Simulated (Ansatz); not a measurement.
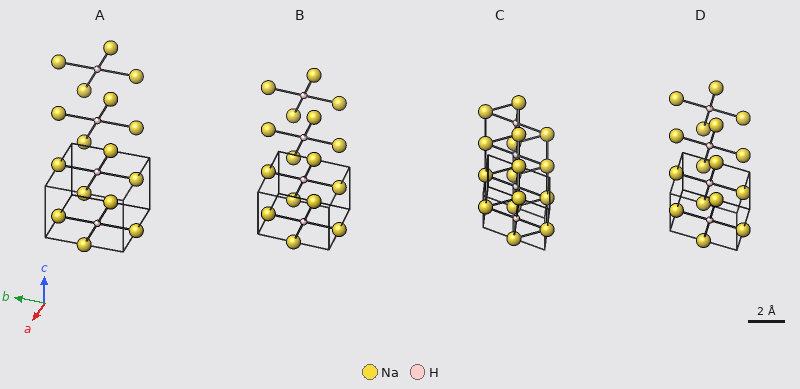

4 geometries from one relaxation of a crystal of Na₂H (a generated structure, set up in Cmmm) (coarse preliminary run), in shuffled order. The picture is a ball-and-stick view of the cell of the calculation, repeated 1 × 1 × 3 with one cell outlined, seen from a free direction.

Level of theory: Ansatz, DFT PBE, scalar-relativistic, plane waves, PAW. (plane-wave cutoff 420 eV; k-point mesh 6 × 6 × 8; occupations gaussian; smearing width 0.1 eV; no spin polarisation; cell and atoms relaxed; force threshold 0.04 eV/Å; at most 70 steps)

> Order the frames from highest to lowest energy.

C, D, B, A. They are steps 0, 4, 11, 20, at +1574 meV per atom, +521 meV per atom, +127 meV per atom relative to the last. Over 17 accepted moves (20 points after the start) the energy falls by 1574 meV per atom. All forces vanish by symmetry, so only the cell relaxes. Pressure: 40.56 GPa at the start and −0.01 GPa at the end. At 3 points the geometry stayed and the basis and grid were re-selected for the new cell (energy shift of 118 meV per atom at most each time). No atom moves by more than 0.005 Å relative to the cell. The drawn cell changes as follows: a = b 4.205 → 4.655 Å (+10.7 %), c 2.158 → 3.492 Å (+61.8 %), γ 120.0° → 89.9°; the volume changes by +128.9 %. Near-neighbour distances that change, for instance: Na–Na 3.013 → 4.800 Å, Na–Na 2.158 → 3.492 Å, Na–Na 2.103 → 3.294 Å, Na–Na 3.642 → 3.289 Å. Bonds break: Na–Na (2.10 → 3.29 Å). Among the angles between lasting bonds that change: Na–H–Na 60.0° → 90.1°, Na–H–Na 120.0° → 89.9°. The space group stays Cmmm (No. 65). Cost: 45 s on 1 thread of Intel(R) Xeon(R) Platinum 8259CL CPU @ 2.50GHz (Skylake/Cascade Lake) (shared host), peak memory 0.42 GiB.
